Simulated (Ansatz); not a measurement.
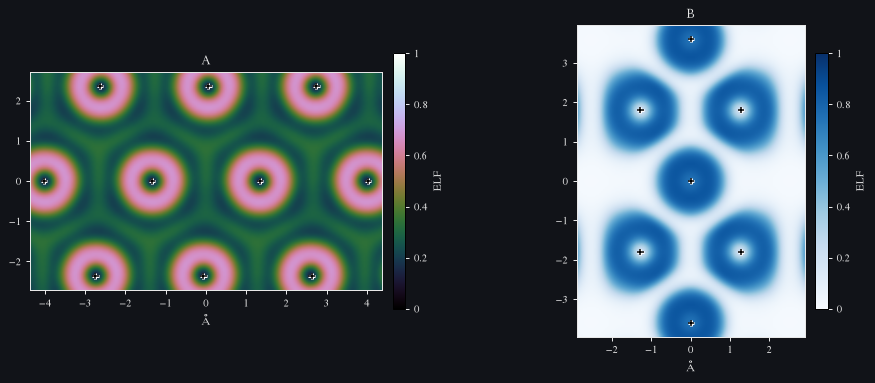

The ELF of 2 systems, each on a plane through atoms (crosses mark nuclei in the plane).

These are results of DFT PBE, scalar-relativistic, plane waves, PAW in Ansatz, not measurements.

System 1: HfO$_{2}$, the (101) plane of the conventional cell. Space group Fm-3m.

System 2: Ru, the (100) plane of the calculation cell. Space group P-1; computed pressure about 6 GPa in this cell; computed without spin polarisation.

**Which map belongs to which system?**

Panel A is system 2, Ru: the plane holds Ru. Ru–Ru (2.69 Å): the ELF is about 0.30 at the midpoint. Panel B is system 1, HfO$_{2}$: the plane holds Hf and O. Hf–O (2.21 Å): the ELF peaks at about 0.85 in the valence shell of O, 0.6 Å from its nucleus, and drops to about 0.15 between the two atoms; no shared electron pair shows on this line.
